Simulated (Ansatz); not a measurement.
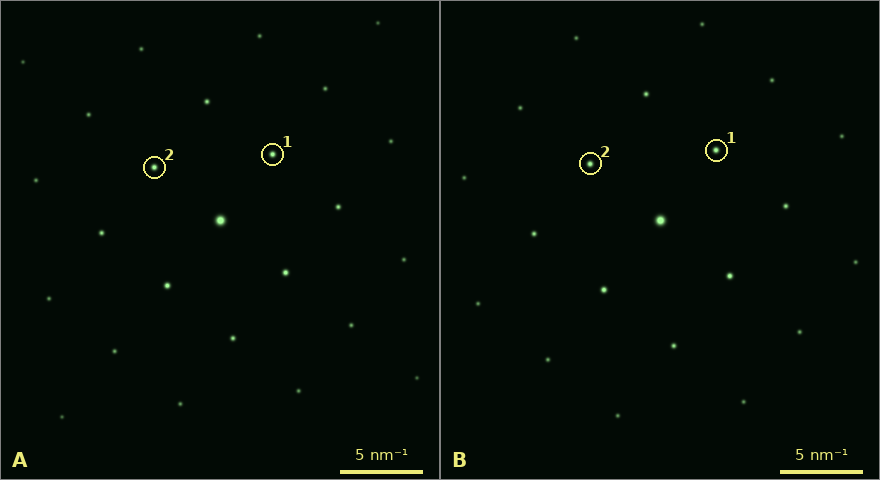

Kinematic electron diffraction patterns (300 kV, B = 0.5 Å², same scale) along [110] of the run's own cell, for the start and the end of one relaxation of ZrSi2 with DFT PBE, scalar-relativistic, plane waves, PAW in Ansatz. k mesh 14×14×14. The start is a generated model structure, and the relaxation ends in the nearest stationary point of its symmetry, not necessarily the ground state. Spot 1 is -1 1 -1 and spot 2 is -1 1 1 in both.

Start structure:

```
Zr Si
1.0
    -1.93627    1.93627    6.73235
     1.93627   -1.93627    6.73235
     1.93627    1.93627   -6.73235
Zr Si
2 4
Cartesian
  0.0000 0.0000 0.0000
  0.0000 1.9363 3.3662
  0.0000 0.0000 5.6080
  1.9363 0.0000 2.2419
  1.9363 0.0000 4.4905
  0.0000 0.0000 7.8567
```

Which pattern belongs to the start structure, and which to the relaxed one?

A is the start: its cell gives d(1) = 1.936 Å, d(2) = 1.936 Å and an angle of 90.0°. B is the relaxed structure, with d(1) = 1.820 Å (-6.0 %), d(2) = 1.820 Å (-6.0 %) and 90.0°.

Summarise the relaxation behind the change.

The volume changed by +2.5 % to 17.25 Å³ an atom; with the mean shift removed, the atoms moved by up to 0.08 Å relative to the cell (Si most); the space group stayed I4_1/amd (No. 141); the free energy fell by 110 meV an atom. Relaxed cell: a = 8.227 Å, b = 8.227 Å, c = 8.227 Å, α = 154.44°, β = 154.44°, γ = 36.46°.
